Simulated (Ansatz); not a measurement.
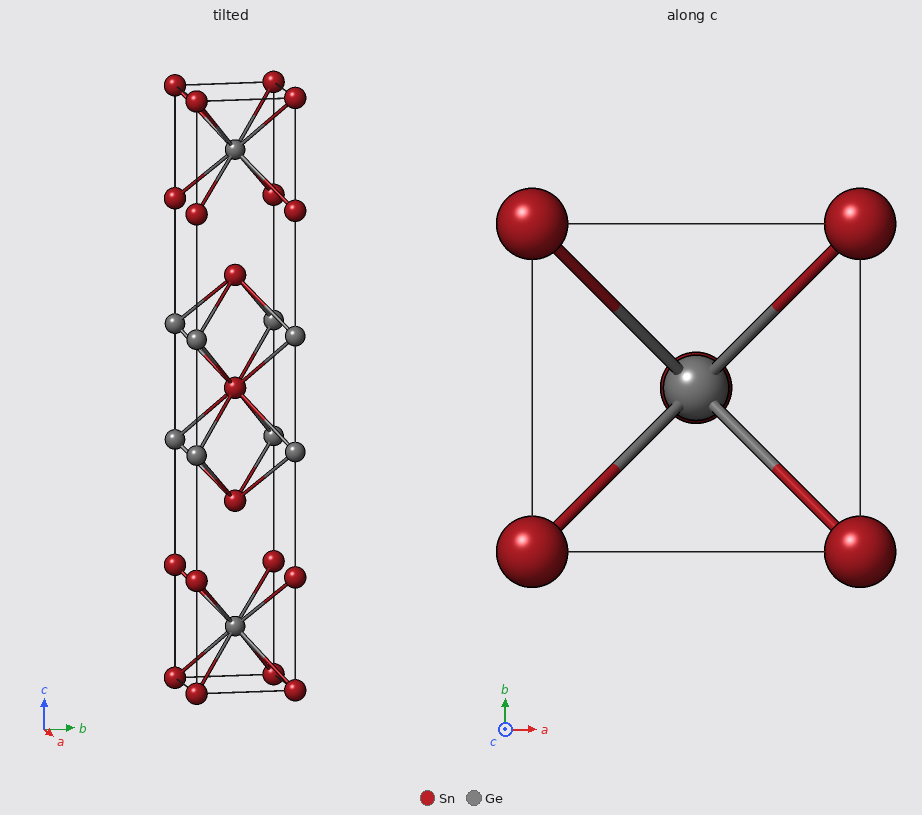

View slightly off an axis and along the c axis, drawn as a ball-and-stick model. Lines trace the edges of the conventional unit cell. Cell: a = 3.45 Å, b = 3.45 Å, c = 20.53 Å, α = 90.00°, β = 90.00°, γ = 90.00°.

The structure was taken from a structure type filled with these elements by a generator (whether the compound takes this form wasn't checked). Earlier steps of the study may have refined or changed the cell and positions. It was the input of a calculation with Ansatz.

### Summary of the structure:

Composition: Sn3Ge2. The lattice is body-centred tetragonal and the space group I4/mmm (No. 139). With Z = 2, the cell contains 6 Sn, 4 Ge. Within bonding distance, the neighbour counts come to Sn 4 to 8 (mean 5.3) and Ge 8.

Run with DFT PBE, scalar-relativistic, plane waves, PAW (Ansatz) and these settings: cutoff 420 eV, k-points about 0.16 Å⁻¹ apart, Gaussian smearing of 0.1 eV, no spin polarisation.

### Is it conducting or gapped at this level?

A metal: bands cross the Fermi level.

### List the Bader charges.

Sn +0.11 to +0.20 e; Ge -0.21 e.

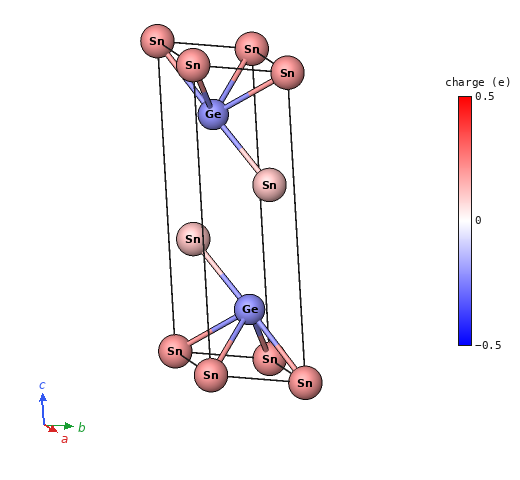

The atoms coloured by those charges. The run's cell of 5 atoms is drawn in a reduced setting, so axes and origin can differ from the first picture.

### Are forces and stress small enough to call this relaxed?

Yes. All forces vanish to within 0.01 eV/Å. The pressure is 0.0 GPa, close to zero.
